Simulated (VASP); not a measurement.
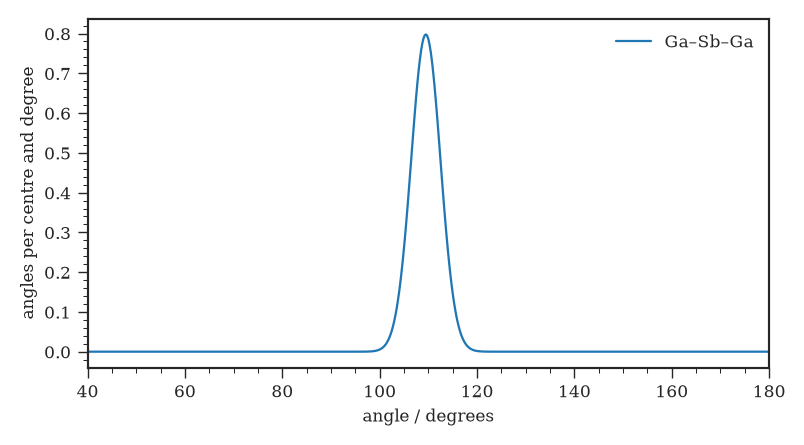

Bond-angle distributions computed from the structure of GaSb; each angle is a Gaussian of σ = 3.0°. Bonds counted: Ga–Sb up to 3.18 Å. Structure used: an entry of the Crystallography Open Database, as set up for an electronic-structure calculation.

Where do the angles cluster?

Ga–Sb–Ga: 109° (6 per centre)

What coordination geometry do the angles point to, counting the bonds named above alone?

Sb has 4 Ga neighbours in a tetrahedral arrangement.

The structure has space group F-43m (No. 216); other forms of this composition would give other results.
